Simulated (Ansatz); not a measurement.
The structure in question:

```xyz
32
Lattice="6.2324 0.0000 0.0000 0.0000 6.2324 0.0000 0.0000 0.0000 8.5140" Properties=species:S:1:pos:R:3 pbc="T T T"
Al    1.5581    1.5581    0.5394
Al    1.5581    1.5581    4.9464
Al    4.6743    1.5581    0.5394
Al    4.6743    1.5581    4.9464
Al    0.0000    3.1162    2.7429
Al    0.0000    3.1162    7.1499
Ga    0.0000    0.0000    2.7429
Ga    0.0000    0.0000    7.1499
N     4.7073    3.1162    1.6178
N     4.7073    3.1162    6.0248
N     1.5251    3.1162    1.6178
N     1.5251    3.1162    6.0248
N     0.0000    1.5911    8.2750
N     0.0000    1.5911    3.8680
N     0.0000    4.6413    8.2750
N     0.0000    4.6413    3.8680
Al    4.6743    4.6743    0.5394
Al    4.6743    4.6743    4.9464
Al    1.5581    4.6743    0.5394
Al    1.5581    4.6743    4.9464
Al    3.1162    0.0000    2.7429
Al    3.1162    0.0000    7.1499
Ga    3.1162    3.1162    2.7429
Ga    3.1162    3.1162    7.1499
N     1.5911    0.0000    1.6178
N     1.5911    0.0000    6.0248
N     4.6413    0.0000    1.6178
N     4.6413    0.0000    6.0248
N     3.1162    4.7073    8.2750
N     3.1162    4.7073    3.8680
N     3.1162    1.5251    8.2750
N     3.1162    1.5251    3.8680
```

Question: What does this file describe?

Answer: The stoichiometry is Al₃GaN₄. The atoms follow space group Cmm2 (No. 35); the Bravais lattice is base-centred orthorhombic. Atoms per cell: 32 (12 Al, 4 Ga, 16 N). The polyhedra are AlN4 tetrahedra and GaN4 tetrahedra; they share corners. Each Al has four N in a distorted tetrahedral arrangement at 1.74 to 1.90 Å. Around each Ga lie four N in a tetrahedral arrangement at 1.95 Å. The neighbours of N are three Al and one Ga in a distorted tetrahedral arrangement (1.74 to 1.90 Å to Al, 1.95 Å to Ga). The bonds build a three-dimensional framework.

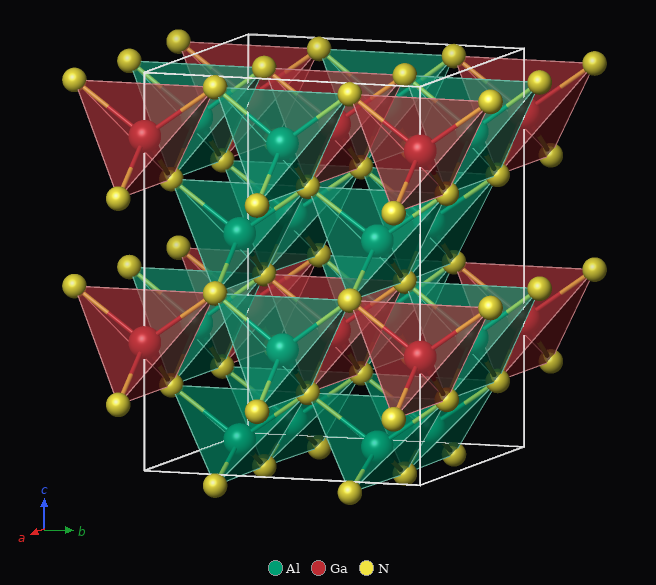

Structure drawing (polyhedral), viewed slightly off an axis. One conventional unit cell is framed, with atoms on its boundary repeated. Some neighbours outside the box are added. Colours: aluminium teal, gallium red, nitrogen yellow.

The structure comes from a structure listed in the Materials Project. The cell was then strained or its atoms displaced on purpose. An electronic-structure calculation with Ansatz was run on it.

At this level of theory the run's own cell isn't at rest (compressed, at 9 GPa and forces up to 4.2 eV/Å), so its distances can differ from those at equilibrium, the more so the softer the solid.
